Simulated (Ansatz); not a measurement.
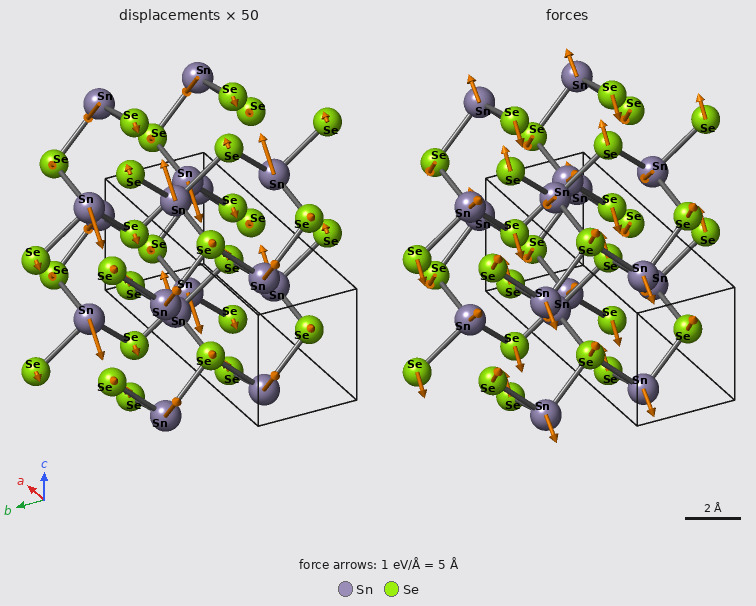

Left: solid SnSe (built on the database structure type) at its r2SCAN-relaxed geometry, with orange arrows for the displacements applied to it (without the part that the change of the cell carries along). Right: the displaced structure with the computed forces. The picture is a ball-and-stick view of the cell of the calculation, repeated 1 × 2 × 2 with one cell outlined, seen from a free direction.

All numbers below come from DFT, PBE, plane waves, PAW (Ansatz). Set-up: plane-wave cutoff 420 eV; k-point mesh 2 × 6 × 6; occupations fermi dirac; smearing width 0.02 eV; no spin polarisation.

> How do the forces relate to the distortion?

The cell is strained by +1.3 % along c and −1.0 % across it (volume −0.7 %). The atoms and the free axis were relaxed with r2SCAN under that strain, and this is a single point on that geometry. Near-neighbour distances before and after: Se–Sn 2.771 → 2.760 Å, Se–Sn 2.756 → 2.761 Å. The space group stays Pnma (No. 62). It costs 2.3 meV per atom. Pressure: 1.1 GPa before, 1.4 GPa after. The principal stresses (compression positive) are 1.8 GPa along b, 1.5 GPa along a, 1.0 GPa along c. The largest forces, 0.23 eV/Å, act on 4 Sn atoms of the calculation's cell. The forces have little in common with the displacements (cosine 0.12).

Limits of the set-up: layers or molecules are held without a dispersion correction, so their spacing is unreliable.
